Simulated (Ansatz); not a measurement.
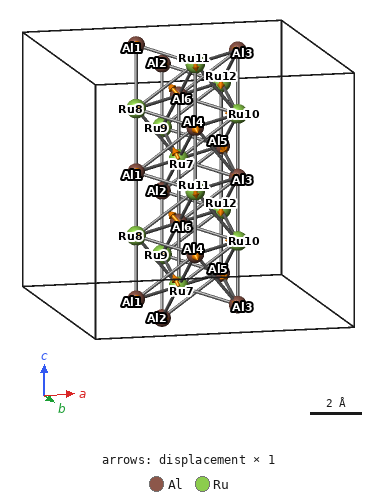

This is a relaxation of a wire of composition AlRu. The starting structure is drawn; orange arrows show the displacements (the part carried along by the change of the cell is left out), at their true length.

The picture is a ball-and-stick view of the 2 repeat of the cell, with the vacuum cut short, seen from a free direction.

Case: wire along [1 1 1], 12 atoms a period.

Level of theory: Ansatz 0.2.0, DFT PBEsol, scalar-relativistic, plane waves, PAW. Set-up: plane-wave cutoff 420 eV; k-point mesh 1 × 1 × 11; occupations gaussian; smearing width 0.05 eV; no spin polarisation; cell relaxed at fixed a, b, alpha, beta, gamma; force threshold 0.02 eV/Å; at most 45 steps.

What did the optimiser do to the structure, and how much energy did it gain?

Answer. Over 8 accepted moves (10 points after the start) the energy falls by 2.362 eV per cell of the calculation. Largest force component: 1.8 eV/Å at the start, 0.016 eV/Å at the end. The line search rejected the trial step at point 6 of the run. At 1 point the geometry stayed and the basis and grid were re-selected for the new cell (energy shift of 1.9 meV per cell of the calculation at most each time). The atom that moves furthest relative to the centre of the atoms is Al6 (0.68 Å). Largest moves by element: Al 0.68 Å, Ru 0.55 Å. Along the periodic axis the drawn cell goes c 10.311 → 9.917 Å (−3.8 %). Near-neighbour distances that change, for instance: Ru10–Ru11 2.976 → 2.446 Å, Ru8–Ru11 2.976 → 2.527 Å, Al4–Ru7 2.578 → 2.906 Å, Al1–Al6 2.976 → 2.694 Å. Bond angles that change, for instance: Al5–Ru9–Al6 70.5° → 100.7°, Al2–Ru9–Al6 109.5° → 130.0°, Ru9–Al2–Ru9 180.0° → 165.2°. The run took 3.2 min on 4 threads of Arm Neoverse V1, on a shared host, peak memory 1.6 GiB.

Limits of the set-up: the k-point mesh is coarse for a cell with partly filled bands.
